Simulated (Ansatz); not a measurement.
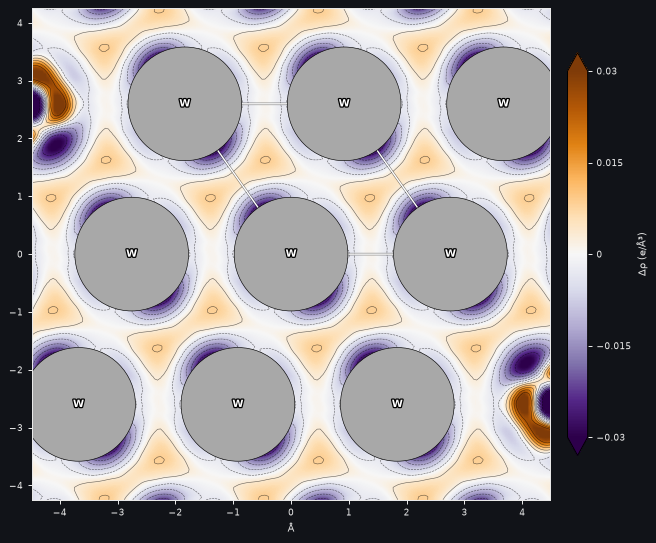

W. Difference of the valence pseudo-densities of two functionals at the same geometry, on the (11̄0) plane of the calculation cell: one of LDA and r2SCAN less the other.

Both computed with Ansatz (plane waves, PAW), on the same k-point mesh. Grey discs cover the atomic cores.

**Which was subtracted from which, and what does the map show?**

It is r2SCAN less LDA. Against LDA, r2SCAN gives less density around W (−0.007 e/Å³ on average at 1.1 Å from the nucleus).
